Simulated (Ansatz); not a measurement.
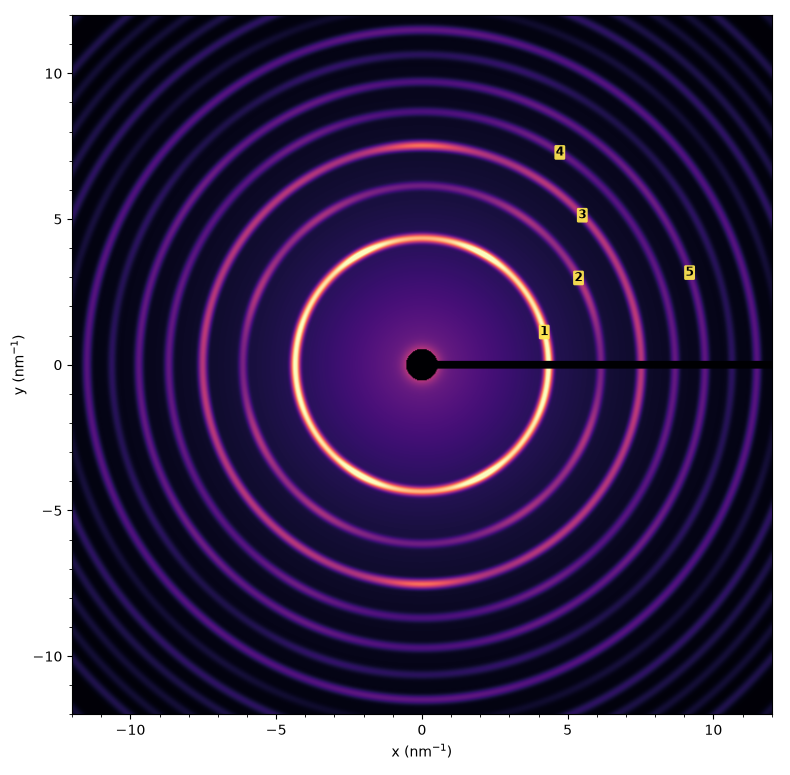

Simulated electron diffraction rings at 300 kV (λ = 0.0197 Å), scale in nm⁻¹ (radius = 1/d), for a sample with fibre texture (March–Dollase model, fibre axis vertical in the picture). Kinematic intensities with B = 0.8 Å² for all atoms, without multiple scattering; brightness goes as intensity to the power 0.4, clipped at the top. Reflections closer than the ring width show as one ring.

The sample is Ti, space group Im-3m, a = 3.256 Å, b = 3.256 Å, c = 3.256 Å, α = 90.00°, β = 90.00°, γ = 90.00°. Basis of the simulation: the input geometry of an electronic-structure calculation (not necessarily at equilibrium); the starting structure was generated, so it need not be a known form of this composition.

**Index rings 1 to 5.**

| ring | radius | d (Å) | hkl |
| --- | --- | --- | --- |
| 1 | 4.34 nm⁻¹ | 2.30 | 110 |
| 2 | 6.14 nm⁻¹ | 1.628 | 200 |
| 3 | 7.52 nm⁻¹ | 1.329 | 211 |
| 4 | 8.69 nm⁻¹ | 1.151 | 220 |
| 5 | 9.71 nm⁻¹ | 1.030 | 310 |

**Which lattice planes lie preferentially normal to the fibre axis?**

The (2 1 1) planes: ring 3 is concentrated at the top and bottom of the pattern (March parameter 0.35).
